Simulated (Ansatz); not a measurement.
The compound is TaN (space group P6_3mc, No. 186), taken as the geometry relaxed with Ansatz, DFT PBE, scalar-relativistic, plane waves, PAW.

```
Ta N
1.0
     3.15189    0.00000    0.00000
    -1.57595    2.72962    0.00000
     0.00000    0.00000    6.10500
Ta N
2 2
Direct
  0.33333 0.66667 0.03055
  0.66667 0.33333 0.53055
  0.33333 0.66667 0.35445
  0.66667 0.33333 0.85445
```

Bonds are taken as N–Ta below 2.4 Å. Simplification: prune 0- and 1-connected atoms, fold 2-connected ones into links.

Derive the underlying net.

The result is a uninodal 4-connected, three-periodic net: Ta and N are 4-connected nodes. It is the lon net, known from lonsdaleite, wurtzite and tridymite. It is a single net, without interpenetration.

```
    node  links  point symbol     coordination sequence
Ta and N      4            6⁶  4 12 25 44 67 96 130 170
```

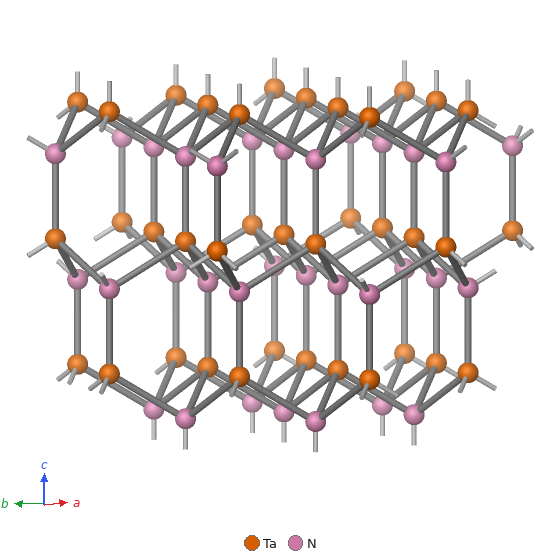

Nodes are coloured by element. Edges to nodes outside the piece are drawn as stubs.
